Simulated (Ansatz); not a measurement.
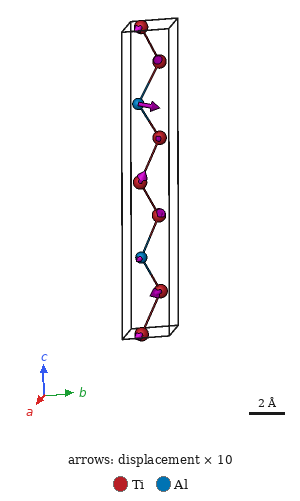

This is a relaxation of a crystal of Ti₃Al (set up in P1) (coarse preliminary run). The starting structure is drawn; purple arrows show the displacements (the part carried along by the change of the cell is left out), magnified 10 times.

Style: ball-and-stick. Shown: the cell of the calculation, slightly off an axis.

Computed with DFT PBE, scalar-relativistic, plane waves, PAW in Ansatz. (plane-wave cutoff 420 eV; k-point mesh 12 × 12 × 2; occupations gaussian; smearing width 0.2 eV; no spin polarisation; cell and atoms relaxed; force threshold 0.025 eV/Å; at most 60 steps)

Question: Which element moves most?

Answer: Aluminium: up to 0.13 Å, against 0.10 Å for titanium.

Question: Describe the change and its energy.

Answer: The energy falls by 26.3 meV per atom in 3 accepted moves (4 points after the start). Largest force component: 0.54 eV/Å at the start, 0.0039 eV/Å at the end. Pressure: 4.67 GPa at the start and 0.02 GPa at the end. The SCF was repeated once at an unchanged geometry on a basis and grid sized afresh for the cell, which shifted the energy by 0.1 meV per atom at most. The atom that moves furthest relative to the cell is an Al atom (0.13 Å roughly along +b). By element the largest moves are Al 0.13 Å, Ti 0.10 Å. The volume changes by +3.9 %, with a 2.893 → 2.930 Å (+1.3 %), b 2.855 → 2.930 Å (+2.6 %), c 18.192 → 18.461 Å (+1.5 %), β 89.4° → 90.0°, γ 118.4° → 120.0°. Near-neighbour distances that change, for instance: Al–Ti 2.689 → 2.863 Å, Al–Ti 2.715 → 2.864 Å, Ti–Ti 2.717 → 2.860 Å, Ti–Ti 2.979 → 2.859 Å. The space group (tolerance 0.01 Å) goes from P1 (No. 1) to P-6m2 (No. 187).
